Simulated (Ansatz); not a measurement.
# HfO2: geometry relaxation (part 1 of 2)

HfO2 (P4₂/mnm, 6 atoms in the cell), computed with DFT, PBEsol, plane waves, PAW, no spin polarisation (Ansatz 0.2.0).

The structure was built on a prototype by a generator.

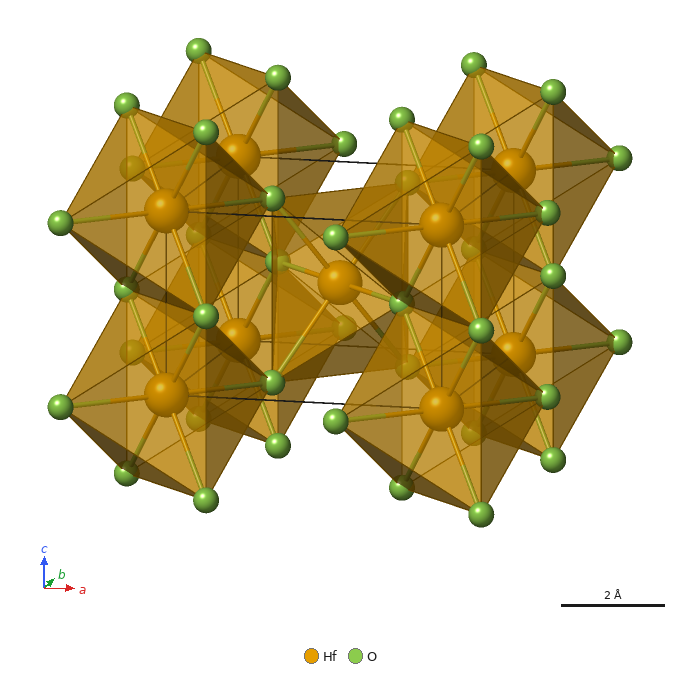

Fig. 1: The input geometry (polyhedral view of the cell of the calculation, seen slightly off an axis; polyhedra are completed across the faces of the cell). An atom can appear more than once, as a periodic image.

**The input**
```yaml
crystal:
  lattice:
    - [5.52819994, 0.0, 0.0]
    - [0.0, 5.52819994, 0.0]
    - [0.0, 0.0, 3.6486119604]
  atoms:
    - { symbol: Hf, position: [0.0, 0.0, 0.0] }
    - { symbol: Hf, position: [0.5, 0.5, 0.5] }
    - { symbol: O, position: [0.305, 0.305, 0.0] }
    - { symbol: O, position: [0.195, 0.805, 0.5] }
    - { symbol: O, position: [0.805, 0.195, 0.5] }
    - { symbol: O, position: [0.695, 0.695, 0.0] }
kpoints:
  mp_grid: { grid: [4, 4, 6] }
hamiltonian:
  xc: pbesol
scf:
  occupations: { method: fermi_dirac, width: 0.03 }
relax:
  f_tol: 0.01
  cell: {}
  max_steps: 120
```

Machine: 2 threads of Arm Neoverse V1, 24 GiB of memory available, shared host.

Run as:
```bash
ansatz run input.yaml --threads 2 --pin off --max-ram 2211MiB --backend cpu --events-out ev --progress --plain --runs-dir out
```

**Log**
```
Engine: ansatz 0.2.0, aarch64-unknown-linux-gnu
Pseudopotentials: kind: paw
Pseudopotential: Hf, paw, valence charge 26, recommended cutoff 420 eV (normal), Hf.paw.azcp
Pseudopotential: O, paw, valence charge 6, recommended cutoff 420 eV (normal), O.paw.azcp
Functional definition: PBEsol
  exchange = pbesol_x
  correlation = pbesol_c
Crystal: 6 atoms, lattice volume = 111.505 Å³
Basis set: ecut = 420 eV, 2161 PW (Γ), exchange–correlation on 80×80×50 points (8 copies of the dense FFT grid, shifted against one another)
Bands: 46, of which v1, the nominal top of the filled ones, is band 38 counted from 1 (37 counted from 0)
Symmetry: 16 space group operations
Space group: P42/mnm (ITA 136), of the structure as read, at distance tolerance 4.8e-5 Å
k-points: 24 of 96
Non-local potential: Hf, projectors of the file, l = 0: 3, l = 1: 2, l = 2: 2, l = 3: 3
Non-local potential: O, projectors of the file, l = 0: 2, l = 1: 2, l = 2: 1
PAW form: soft (Blöchl's): semilocal exchange-correlation on the pseudo side does not see the compensation charge
PAW frozen core: Hf, regenerated for the run's functional, and the local potential with it (the file was generated under x = pbe(κ = 0.804, μ = 0.2195149727645171), c = pbe(β = 0.06672455060314922))
PAW frozen core: O, regenerated for the run's functional, and the local potential with it (the file was generated under x = pbe(κ = 0.804, μ = 0.2195149727645171), c = pbe(β = 0.06672455060314922))
PAW one-centre angular grid: Hf, 590 points (default); XC on 64 Gauss nodes
PAW one-centre angular grid: O, 110 points (default); XC on 64 Gauss nodes
Initial density: superposition of atomic densities (neutral atoms: chi_scale 0, normalization atom), corrected by the library's trained network
Initial wavefunctions: pseudopotential atomic-orbital guess
Functional: x = pbesol(κ = 0.804, μ = 0.12345679012345678), c = pbesol(β = 0.046)
SCF iter   1: F=—  HF=-33443.986399 eV  |F-HF|=—  |Δ(HF+E_count)|=         —  Δρ=1.40e-2  dr2=1.99e-1  ethr=1.77e-3  ⟨swp⟩=5.5  Hψ=3568  notcnv=0
preconditioner: auto → Resta (q_TF=auto, 2.559 Å⁻¹)  ε∞=4.3  [insulator: Δε(μ)=2.305 eV  Ē_g=16.345 eV  σ=0.030 eV  W_gap=1.00  n_scr=38 (ndim 8)  ℏωp=29.8 eV  f_vac=0.179  D(μ)=0.00/eV (n_scr^D=0)  ε∞_Penn≈4.3]
SCF iter   2: F=—  HF=-33443.960027 eV  |F-HF|=—  |Δ(HF+E_count)|=   2.64e-2  Δρ=6.02e-3  dr2=3.48e-2  ethr=2.62e-4  ⟨swp⟩=2.1  Hψ=2141  notcnv=0  defer=45
SCF iter   3: F=—  HF=-33443.953591 eV  |F-HF|=—  |Δ(HF+E_count)|=   6.44e-3  Δρ=1.20e-3  dr2=1.15e-3  ethr=4.57e-5  ⟨swp⟩=2.0  Hψ=1868  notcnv=0  defer=45
SCF iter   4: F=—  HF=-33443.954384 eV  |F-HF|=—  |Δ(HF+E_count)|=   7.93e-4  Δρ=3.52e-4  dr2=1.67e-4  ethr=1.52e-6  ⟨swp⟩=2.0  Hψ=1633  notcnv=0  defer=45
SCF iter   5: F=—  HF=-33443.954344 eV  |F-HF|=—  |Δ(HF+E_count)|=   4.04e-5  Δρ=1.40e-4  dr2=1.81e-5  ethr=2.19e-7  ⟨swp⟩=2.1  Hψ=1965  notcnv=0  defer=45
SCF iter   6: F=—  HF=-33443.954335 eV  |F-HF|=—  |Δ(HF+E_count)|=   8.86e-6  Δρ=3.84e-5  dr2=1.18e-6  ethr=2.39e-8  ⟨swp⟩=2.0  Hψ=1970  notcnv=0  defer=45
SCF iter   7: F=—  HF=-33443.954335 eV  |F-HF|=—  |Δ(HF+E_count)|=   4.04e-8  Δρ=1.16e-5  dr2=1.72e-7  ethr=1.55e-9  ⟨swp⟩=2.0  Hψ=1857  notcnv=0  defer=45
SCF iter   8: F=-33443.954335 eV  HF=-33443.954335 eV  |F-HF|=5.15e-9  |Δ(HF+E_count)|=   1.02e-7  Δρ=2.11e-6  dr2=8.25e-9  ethr=1.32e-10  ⟨swp⟩=4.0  Hψ=3571  notcnv=0
SCF 1 converged in 8 iterations: F = -33443.954335 eV  dr2 = 8.25e-9
  greatest PAW one-centre occupation: 0.999 electrons in one spin orbital (limit 2), on the Hf atom at site 1 (counted from 0), in its partial waves of l = 3
relax step   1: F+E_penalty+E_count = -33443.95433496 eV  Δ(F+E_penalty+E_count) = +0.000e0 eV  max|allowed force component| = 6.131e-1 eV/Å  Δτ_max = 0.0000 Å  P = -38.710 GPa  Ω = 111.505 Å³  (8 SCF iters, dr2 threshold 1.00e-7 eV, accepted)
Crystal: 6 atoms, lattice volume = 97.694 Å³
Basis set: ecut = 420 eV, 1931 PW (Γ), exchange–correlation on 80×80×50 points (8 copies of the dense FFT grid, shifted against one another)
Initial density: handed on by an earlier stage of this run
Initial wavefunctions: those handed on with the density
iter 1 solved again at ethr=1.78e-4 eV; its pass at ethr=3.10e-3 eV (dr2=1.35e-1 eV) is discarded
SCF iter   1: F=—  HF=-33447.309819 eV  |F-HF|=—  |Δ(HF+E_count)|=         —  Δρ=9.86e-3  dr2=1.32e-1  ethr=1.78e-4  ⟨swp⟩=1.2  Hψ=5235  notcnv=0
preconditioner: auto → Resta (q_TF=auto, 2.616 Å⁻¹)  ε∞=4.6  [insulator: Δε(μ)=2.873 eV  Ē_g=16.914 eV  σ=0.030 eV  W_gap=1.00  n_scr=30 (ndim 8)  ℏωp=31.9 eV  f_vac=0.118  D(μ)=0.00/eV (n_scr^D=0)  ε∞_Penn≈4.6]
SCF iter   2: F=—  HF=-33447.278423 eV  |F-HF|=—  |Δ(HF+E_count)|=   3.14e-2  Δρ=5.64e-3  dr2=4.53e-2  ethr=1.74e-4  ⟨swp⟩=2.3  Hψ=1569  notcnv=0
SCF iter   3: F=—  HF=-33447.269130 eV  |F-HF|=—  |Δ(HF+E_count)|=   9.29e-3  Δρ=3.69e-3  dr2=1.32e-2  ethr=5.96e-5  ⟨swp⟩=2.2  Hψ=2021  notcnv=0
SCF iter   4: F=—  HF=-33447.262382 eV  |F-HF|=—  |Δ(HF+E_count)|=   6.75e-3  Δρ=9.49e-4  dr2=1.06e-3  ethr=1.74e-5  ⟨swp⟩=2.0  Hψ=2160  notcnv=0
SCF iter   5: F=—  HF=-33447.263125 eV  |F-HF|=—  |Δ(HF+E_count)|=   7.43e-4  Δρ=5.93e-4  dr2=2.68e-4  ethr=1.39e-6  ⟨swp⟩=2.0  Hψ=2016  notcnv=0
SCF iter   6: F=—  HF=-33447.263038 eV  |F-HF|=—  |Δ(HF+E_count)|=   8.71e-5  Δρ=1.51e-4  dr2=2.15e-5  ethr=3.52e-7  ⟨swp⟩=2.0  Hψ=1790  notcnv=0
SCF iter   7: F=—  HF=-33447.263067 eV  |F-HF|=—  |Δ(HF+E_count)|=   2.93e-5  Δρ=5.95e-5  dr2=4.03e-6  ethr=2.83e-8  ⟨swp⟩=2.0  Hψ=2016  notcnv=0
SCF iter   8: F=-33447.263075 eV  HF=-33447.263075 eV  |F-HF|=2.79e-7  |Δ(HF+E_count)|=   7.44e-6  Δρ=1.03e-5  dr2=1.43e-7  ethr=7.89e-10  ⟨swp⟩=2.8  Hψ=4480  notcnv=0
SCF 2 converged in 8 iterations: F = -33447.263075 eV  dr2 = 1.43e-7
  greatest PAW one-centre occupation: 0.999 electrons in one spin orbital (limit 2), on the Hf atom at site 0 (counted from 0), in its partial waves of l = 3
relax step   2: F+E_penalty+E_count = -33447.26307502 eV  Δ(F+E_penalty+E_count) = -3.309e0 eV  max|allowed force component| = 4.253e-1 eV/Å  Δτ_max = 0.0232 Å  P = -33.408 GPa  Ω = 97.694 Å³  energy of the carried Pulay correction = +4.284e-2 eV  (8 SCF iters, dr2 threshold 6.00e-7 eV, accepted)
Crystal: 6 atoms, lattice volume = 85.554 Å³
Basis set: ecut = 420 eV, 1667 PW (Γ), exchange–correlation on 80×80×50 points (8 copies of the dense FFT grid, shifted against one another)
iter 1 solved again at ethr=2.21e-4 eV; its pass at ethr=3.10e-3 eV (dr2=1.68e-1 eV) is discarded
SCF iter   1: F=—  HF=-33449.522585 eV  |F-HF|=—  |Δ(HF+E_count)|=         —  Δρ=1.20e-2  dr2=1.67e-1  ethr=2.21e-4  ⟨swp⟩=1.4  Hψ=5277  notcnv=0
preconditioner: auto → Resta (q_TF=auto, 2.675 Å⁻¹)  ε∞=4.8  [insulator: Δε(μ)=3.535 eV  Ē_g=17.441 eV  σ=0.030 eV  W_gap=1.00  n_scr=30 (ndim 8)  ℏωp=34.1 eV  f_vac=0.096  D(μ)=0.00/eV (n_scr^D=0)  ε∞_Penn≈4.8]
SCF iter   2: F=—  HF=-33449.479759 eV  |F-HF|=—  |Δ(HF+E_count)|=   4.28e-2  Δρ=6.49e-3  dr2=6.04e-2  ethr=2.19e-4  ⟨swp⟩=2.4  Hψ=1726  notcnv=0
SCF iter   3: F=—  HF=-33449.462206 eV  |F-HF|=—  |Δ(HF+E_count)|=   1.76e-2  Δρ=2.29e-3  dr2=6.19e-3  ethr=7.95e-5  ⟨swp⟩=2.4  Hψ=1939  notcnv=0
SCF iter   4: F=—  HF=-33449.455883 eV  |F-HF|=—  |Δ(HF+E_count)|=   6.32e-3  Δρ=1.15e-3  dr2=1.38e-3  ethr=8.14e-6  ⟨swp⟩=2.0  Hψ=2206  notcnv=0
SCF iter   5: F=—  HF=-33449.456729 eV  |F-HF|=—  |Δ(HF+E_count)|=   8.46e-4  Δρ=9.59e-4  dr2=6.33e-4  ethr=1.81e-6  ⟨swp⟩=2.0  Hψ=2016  notcnv=0
SCF iter   6: F=—  HF=-33449.456646 eV  |F-HF|=—  |Δ(HF+E_count)|=   8.34e-5  Δρ=2.03e-4  dr2=2.51e-5  ethr=8.33e-7  ⟨swp⟩=2.0  Hψ=1788  notcnv=0
SCF iter   7: F=—  HF=-33449.456636 eV  |F-HF|=—  |Δ(HF+E_count)|=   9.74e-6  Δρ=6.93e-5  dr2=4.76e-6  ethr=3.31e-8  ⟨swp⟩=2.0  Hψ=2016  notcnv=0
SCF iter   8: F=-33449.456644 eV  HF=-33449.456644 eV  |F-HF|=1.45e-7  |Δ(HF+E_count)|=   7.50e-6  Δρ=1.78e-5  dr2=2.43e-7  ethr=7.89e-10  ⟨swp⟩=3.2  Hψ=4969  notcnv=0
SCF 3 converged in 8 iterations: F = -33449.456644 eV  dr2 = 2.43e-7
relax step   3: F+E_penalty+E_count = -33449.45664398 eV  Δ(F+E_penalty+E_count) = -2.194e0 eV  max|allowed force component| = 7.340e-2 eV/Å  Δτ_max = 0.0190 Å  P = -20.137 GPa  Ω = 85.554 Å³  energy of the carried Pulay correction = +8.548e-2 eV  (8 SCF iters, dr2 threshold 6.00e-7 eV, accepted)
Crystal: 6 atoms, lattice volume = 73.339 Å³
Basis set: ecut = 420 eV, 1447 PW (Γ), exchange–correlation on 80×80×50 points (8 copies of the dense FFT grid, shifted against one another)
iter 1 solved again at ethr=2.86e-4 eV; its pass at ethr=3.10e-3 eV (dr2=2.18e-1 eV) is discarded
SCF iter   1: F=—  HF=-33450.289774 eV  |F-HF|=—  |Δ(HF+E_count)|=         —  Δρ=1.66e-2  dr2=2.14e-1  ethr=2.86e-4  ⟨swp⟩=1.6  Hψ=5271  notcnv=0
preconditioner: auto → Resta (q_TF=auto, 2.745 Å⁻¹)  ε∞=5.1  [insulator: Δε(μ)=3.880 eV  Ē_g=18.092 eV  σ=0.030 eV  W_gap=1.00  n_scr=30 (ndim 8)  ℏωp=36.8 eV  f_vac=0.058  D(μ)=0.00/eV (n_scr^D=0)  ε∞_Penn≈5.1]
SCF iter   2: F=—  HF=-33450.236938 eV  |F-HF|=—  |Δ(HF+E_count)|=   5.28e-2  Δρ=8.07e-3  dr2=7.20e-2  ethr=2.81e-4  ⟨swp⟩=2.3  Hψ=1659  notcnv=0
SCF iter   3: F=—  HF=-33450.214854 eV  |F-HF|=—  |Δ(HF+E_count)|=   2.21e-2  Δρ=4.12e-3  dr2=1.51e-2  ethr=9.47e-5  ⟨swp⟩=2.3  Hψ=1932  notcnv=0
SCF iter   4: F=—  HF=-33450.209552 eV  |F-HF|=—  |Δ(HF+E_count)|=   5.30e-3  Δρ=1.39e-3  dr2=1.61e-3  ethr=1.99e-5  ⟨swp⟩=2.0  Hψ=2205  notcnv=0
SCF iter   5: F=—  HF=-33450.210272 eV  |F-HF|=—  |Δ(HF+E_count)|=   7.21e-4  Δρ=7.05e-4  dr2=3.34e-4  ethr=2.12e-6  ⟨swp⟩=2.0  Hψ=1781  notcnv=0
SCF iter   6: F=—  HF=-33450.210160 eV  |F-HF|=—  |Δ(HF+E_count)|=   1.13e-4  Δρ=1.88e-4  dr2=1.99e-5  ethr=4.39e-7  ⟨swp⟩=2.0  Hψ=2015  notcnv=0
SCF iter   7: F=—  HF=-33450.210188 eV  |F-HF|=—  |Δ(HF+E_count)|=   2.77e-5  Δρ=6.85e-5  dr2=3.68e-6  ethr=2.61e-8  ⟨swp⟩=2.0  Hψ=2016  notcnv=0
SCF iter   8: F=-33450.210192 eV  HF=-33450.210192 eV  |F-HF|=5.36e-8  |Δ(HF+E_count)|=   4.35e-6  Δρ=1.48e-5  dr2=1.33e-7  ethr=7.89e-10  ⟨swp⟩=2.9  Hψ=4526  notcnv=0
SCF 4 converged in 8 iterations: F = -33450.210192 eV  dr2 = 1.33e-7
relax step   4: F+E_penalty+E_count = -33450.21019192 eV  Δ(F+E_penalty+E_count) = -7.535e-1 eV  max|allowed force component| = 1.813e-1 eV/Å  Δτ_max = 0.0398 Å  P = +6.629 GPa  Ω = 73.339 Å³  energy of the carried Pulay correction = +1.340e-1 eV  (8 SCF iters, dr2 threshold 6.00e-7 eV, accepted)
Crystal: 6 atoms, lattice volume = 75.054 Å³
Basis set: ecut = 420 eV, 1463 PW (Γ), exchange–correlation on 80×80×50 points (8 copies of the dense FFT grid, shifted against one another)
iter 1 solved again at ethr=1.84e-5 eV; its pass at ethr=3.10e-3 eV (dr2=1.40e-2 eV) is discarded
SCF iter   1: F=—  HF=-33450.257237 eV  |F-HF|=—  |Δ(HF+E_count)|=         —  Δρ=4.60e-3  dr2=1.45e-2  ethr=1.84e-5  ⟨swp⟩=2.2  Hψ=5375  notcnv=0
preconditioner: auto → Resta (q_TF=auto, 2.734 Å⁻¹)  ε∞=5.2  [insulator: Δε(μ)=3.988 eV  Ē_g=17.839 eV  σ=0.030 eV  W_gap=1.00  n_scr=30 (ndim 8)  ℏωp=36.4 eV  f_vac=0.088  D(μ)=0.00/eV (n_scr^D=0)  ε∞_Penn≈5.2]
SCF iter   2: F=—  HF=-33450.253458 eV  |F-HF|=—  |Δ(HF+E_count)|=   3.78e-3  Δρ=2.27e-3  dr2=4.60e-3  ethr=1.84e-5  ⟨swp⟩=2.0  Hψ=1477  notcnv=0
SCF iter   3: F=—  HF=-33450.252038 eV  |F-HF|=—  |Δ(HF+E_count)|=   1.42e-3  Δρ=9.51e-4  dr2=6.75e-4  ethr=6.05e-6  ⟨swp⟩=2.0  Hψ=1836  notcnv=0
SCF iter   4: F=—  HF=-33450.251717 eV  |F-HF|=—  |Δ(HF+E_count)|=   3.21e-4  Δρ=3.27e-4  dr2=9.65e-5  ethr=8.89e-7  ⟨swp⟩=2.0  Hψ=2016  notcnv=0
SCF iter   5: F=—  HF=-33450.251756 eV  |F-HF|=—  |Δ(HF+E_count)|=   3.88e-5  Δρ=2.02e-4  dr2=2.71e-5  ethr=1.27e-7  ⟨swp⟩=2.0  Hψ=1806  notcnv=0
SCF iter   6: F=—  HF=-33450.251746 eV  |F-HF|=—  |Δ(HF+E_count)|=   1.02e-5  Δρ=6.00e-5  dr2=2.34e-6  ethr=3.56e-8  ⟨swp⟩=2.0  Hψ=2015  notcnv=0
SCF iter   7: F=-33450.251747 eV  HF=-33450.251747 eV  |F-HF|=2.39e-7  |Δ(HF+E_count)|=   1.17e-6  Δρ=1.64e-5  dr2=2.24e-7  ethr=7.89e-10  ⟨swp⟩=4.0  Hψ=3934  notcnv=0
SCF 5 converged in 7 iterations: F = -33450.251747 eV  dr2 = 2.24e-7
relax step   5: F+E_penalty+E_count = -33450.25174707 eV  Δ(F+E_penalty+E_count) = -4.156e-2 eV  max|allowed force component| = 1.091e-1 eV/Å  Δτ_max = 0.0092 Å  P = -0.030 GPa  Ω = 75.054 Å³  energy of the carried Pulay correction = +1.268e-1 eV  (7 SCF iters, dr2 threshold 6.00e-7 eV, accepted)
Crystal: 6 atoms, lattice volume = 75.112 Å³
Basis set: ecut = 420 eV, 1471 PW (Γ), exchange–correlation on 80×80×50 points (8 copies of the dense FFT grid, shifted against one another)
iter 1 solved again at ethr=9.86e-7 eV; its pass at ethr=3.10e-3 eV (dr2=7.49e-4 eV) is discarded
SCF iter   1: F=—  HF=-33450.258666 eV  |F-HF|=—  |Δ(HF+E_count)|=         —  Δρ=1.59e-3  dr2=7.13e-4  ethr=9.86e-7  ⟨swp⟩=2.4  Hψ=5402  notcnv=0
preconditioner: auto → Resta (q_TF=auto, 2.734 Å⁻¹)  ε∞=5.1  [insulator: Δε(μ)=3.867 eV  Ē_g=17.868 eV  σ=0.030 eV  W_gap=1.00  n_scr=30 (ndim 8)  ℏωp=36.4 eV  f_vac=0.087  D(μ)=0.00/eV (n_scr^D=0)  ε∞_Penn≈5.1]
SCF iter   2: F=—  HF=-33450.258638 eV  |F-HF|=—  |Δ(HF+E_count)|=   2.84e-5  Δρ=8.33e-4  dr2=2.07e-4  ethr=9.38e-7  ⟨swp⟩=2.0  Hψ=1315  notcnv=0
SCF iter   3: F=—  HF=-33450.258682 eV  |F-HF|=—  |Δ(HF+E_count)|=   4.41e-5  Δρ=2.71e-4  dr2=4.62e-5  ethr=2.73e-7  ⟨swp⟩=2.0  Hψ=1813  notcnv=0
SCF iter   4: F=—  HF=-33450.258677 eV  |F-HF|=—  |Δ(HF+E_count)|=   5.10e-6  Δρ=6.68e-5  dr2=3.81e-6  ethr=6.08e-8  ⟨swp⟩=2.0  Hψ=1785  notcnv=0
SCF iter   5: F=—  HF=-33450.258678 eV  |F-HF|=—  |Δ(HF+E_count)|=   7.47e-7  Δρ=2.53e-5  dr2=3.28e-7  ethr=7.89e-10  ⟨swp⟩=2.9  Hψ=4438  notcnv=0
SCF iter   6: F=-33450.258677 eV  HF=-33450.258677 eV  |F-HF|=2.76e-8  |Δ(HF+E_count)|=   5.26e-7  Δρ=1.13e-5  dr2=4.86e-8  ethr=4.31e-10  ⟨swp⟩=4.0  Hψ=3839  notcnv=0
SCF 6 converged in 6 iterations: F = -33450.258677 eV  dr2 = 4.86e-8
relax step   6: F+E_penalty+E_count = -33450.25867726 eV  Δ(F+E_penalty+E_count) = -6.930e-3 eV  max|allowed force component| = 3.213e-2 eV/Å  Δτ_max = 0.0135 Å  P = -0.035 GPa  Ω = 75.112 Å³  energy of the carried Pulay correction = +1.266e-1 eV  (6 SCF iters, dr2 threshold 6.00e-7 eV, accepted)
Crystal: 6 atoms, lattice volume = 75.116 Å³
iter 1 solved again at ethr=3.77e-8 eV; its pass at ethr=3.10e-3 eV (dr2=2.87e-5 eV) is discarded
SCF iter   1: F=—  HF=-33450.258858 eV  |F-HF|=—  |Δ(HF+E_count)|=         —  Δρ=2.35e-4  dr2=2.64e-5  ethr=3.77e-8  ⟨swp⟩=2.0  Hψ=4430  notcnv=0
preconditioner: auto → Resta (q_TF=auto, 2.734 Å⁻¹)  ε∞=5.1  [insulator: Δε(μ)=3.884 eV  Ē_g=17.868 eV  σ=0.030 eV  W_gap=1.00  n_scr=30 (ndim 8)  ℏωp=36.4 eV  f_vac=0.086  D(μ)=0.00/eV (n_scr^D=0)  ε∞_Penn≈5.1]
SCF iter   2: F=—  HF=-33450.258858 eV  |F-HF|=—  |Δ(HF+E_count)|=   8.92e-7  Δρ=1.35e-4  dr2=9.65e-6  ethr=3.47e-8  ⟨swp⟩=1.0  Hψ=1104  notcnv=0
SCF iter   3: F=—  HF=-33450.258857 eV  |F-HF|=—  |Δ(HF+E_count)|=   1.51e-6  Δρ=4.26e-5  dr2=1.08e-6  ethr=1.27e-8  ⟨swp⟩=2.4  Hψ=1810  notcnv=0
SCF iter   4: F=-33450.258857 eV  HF=-33450.258857 eV  |F-HF|=4.63e-9  |Δ(HF+E_count)|=   2.70e-7  Δρ=8.87e-6  dr2=3.84e-8  ethr=8.49e-11  ⟨swp⟩=3.0  Hψ=4808  notcnv=0
SCF 7 converged in 4 iterations: F = -33450.258857 eV  dr2 = 3.84e-8
relax step   7: F+E_penalty+E_count = -33450.25885662 eV  Δ(F+E_penalty+E_count) = -1.794e-4 eV  max|allowed force component| = 1.018e-3 eV/Å  Δτ_max = 0.0025 Å  P = -0.006 GPa  Ω = 75.116 Å³  energy of the carried Pulay correction = +1.266e-1 eV  (4 SCF iters, dr2 threshold 6.45e-8 eV, accepted)
Basis set: ecut = 420 eV, 1471 PW (Γ), exchange–correlation on 72×72×48 points (8 copies of the dense FFT grid, shifted against one another)
Initial wavefunctions: pseudopotential atomic-orbital guess (no wavefunctions were taken with the density)
iter 1 solved again at ethr=2.04e-7 eV; its pass at ethr=3.10e-3 eV (dr2=1.55e-4 eV) is discarded
SCF iter   1: F=—  HF=-33450.229336 eV  |F-HF|=—  |Δ(HF+E_count)|=         —  Δρ=9.78e-4  dr2=9.41e-5  ethr=2.04e-7  ⟨swp⟩=3.0  Hψ=6590  notcnv=0
preconditioner: auto → Resta (q_TF=auto, 2.734 Å⁻¹)  ε∞=5.1  [insulator: Δε(μ)=3.884 eV  Ē_g=17.868 eV  σ=0.030 eV  W_gap=1.00  n_scr=30 (ndim 8)  ℏωp=36.4 eV  f_vac=0.089  D(μ)=0.00/eV (n_scr^D=0)  ε∞_Penn≈5.1]
SCF iter   2: F=—  HF=-33450.229387 eV  |F-HF|=—  |Δ(HF+E_count)|=   5.16e-5  Δρ=5.16e-4  dr2=5.31e-5  ethr=1.24e-7  ⟨swp⟩=2.0  Hψ=2018  notcnv=0
SCF iter   3: F=—  HF=-33450.229381 eV  |F-HF|=—  |Δ(HF+E_count)|=   6.44e-6  Δρ=2.56e-4  dr2=7.12e-6  ethr=6.99e-8  ⟨swp⟩=2.1  Hψ=1693  notcnv=0
SCF iter   4: F=—  HF=-33450.229394 eV  |F-HF|=—  |Δ(HF+E_count)|=   1.29e-5  Δρ=1.03e-5  dr2=5.09e-8  ethr=9.37e-9  ⟨swp⟩=2.0  Hψ=1834  notcnv=0
SCF iter   5: F=—  HF=-33450.229389 eV  |F-HF|=—  |Δ(HF+E_count)|=   4.85e-6  Δρ=7.05e-6  dr2=1.12e-8  ethr=6.69e-11  ⟨swp⟩=2.0  Hψ=2017  notcnv=0
SCF iter   6: F=—  HF=-33450.229389 eV  |F-HF|=—  |Δ(HF+E_count)|=   3.76e-8  Δρ=2.19e-6  dr2=1.40e-9  ethr=1.47e-11  ⟨swp⟩=2.0  Hψ=2018  notcnv=0
SCF iter   7: F=—  HF=-33450.229389 eV  |F-HF|=—  |Δ(HF+E_count)|=   1.51e-9  Δρ=3.26e-7  dr2=1.66e-10  ethr=1.85e-12  ⟨swp⟩=2.2  Hψ=1864  notcnv=0
SCF iter   8: F=-33450.229389 eV  HF=-33450.229389 eV  |F-HF|=7.28e-12  |Δ(HF+E_count)|=    0.00e0  Δρ=1.20e-7  dr2=1.65e-11  ethr=1.00e-12  ⟨swp⟩=4.3  Hψ=4106  notcnv=0
SCF 8 converged in 8 iterations: F = -33450.229389 eV  dr2 = 1.65e-11
```
